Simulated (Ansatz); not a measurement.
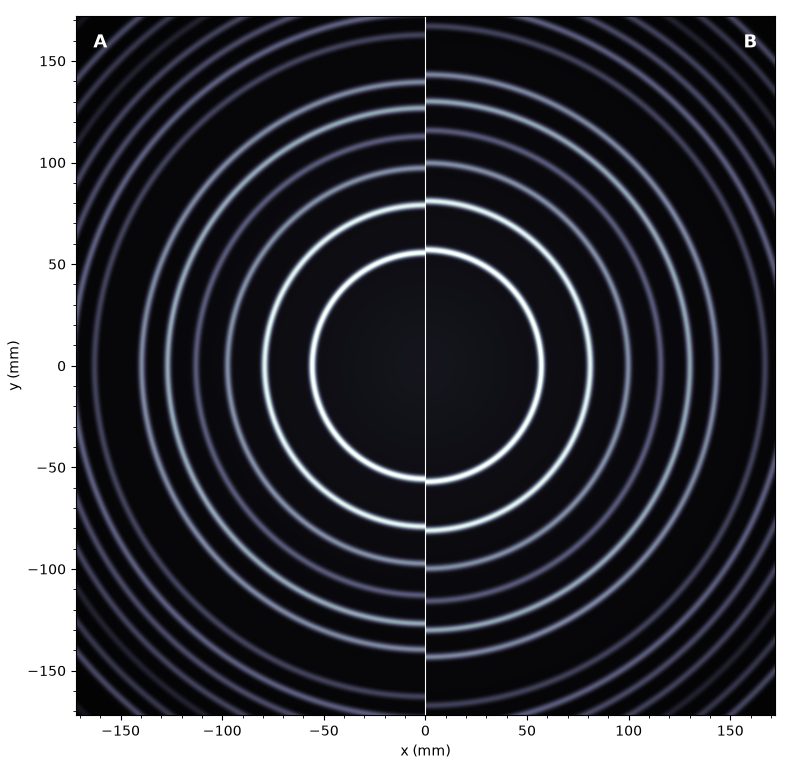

Simulated X-ray powder rings on a flat area detector normal to the beam: λ = 0.3100 Å, sample-to-detector distance 500 mm, axes in mm from the beam centre, for a fine-grained powder without texture. Kinematic intensities with B = 0.3 Å² for all atoms, without absorption; brightness goes as intensity to the power 0.5, clipped at the top. Reflections closer than the ring width show as one ring. The left and right halves show two different samples, each scaled to its strongest ring.

Both are Ge in Pm-3m, with cells of different size. Origins: A, the input geometry of an electronic-structure calculation (not necessarily at equilibrium); the starting structure was generated, so it need not be a known form of this composition; B, coordinates from a relaxation with DFT, revPBE, plane waves (420 eV) with PAW, scalar-relativistic in Ansatz 0.2.0; the starting structure was generated, so it need not be a known form of this composition.

**Which half has the larger cell, and by how much?**

Half A: the volume of B is 7.1 % smaller than that of A, and a larger cell draws the rings inwards on average.
A: a = 2.797 Å, b = 2.797 Å, c = 2.797 Å, α = 90.00°, β = 90.00°, γ = 90.00°; 100 at 55.7 mm (d = 2.80 Å), 110 at 79.1 mm (d = 1.978 Å), 111 at 97.3 mm (d = 1.615 Å), 200 at 112.9 mm (d = 1.399 Å).
B: a = 2.730 Å, b = 2.730 Å, c = 2.730 Å, α = 90.00°, β = 90.00°, γ = 90.00°; 100 at 57.1 mm (d = 2.73 Å), 110 at 81.1 mm (d = 1.930 Å), 111 at 99.8 mm (d = 1.576 Å), 200 at 115.8 mm (d = 1.365 Å).
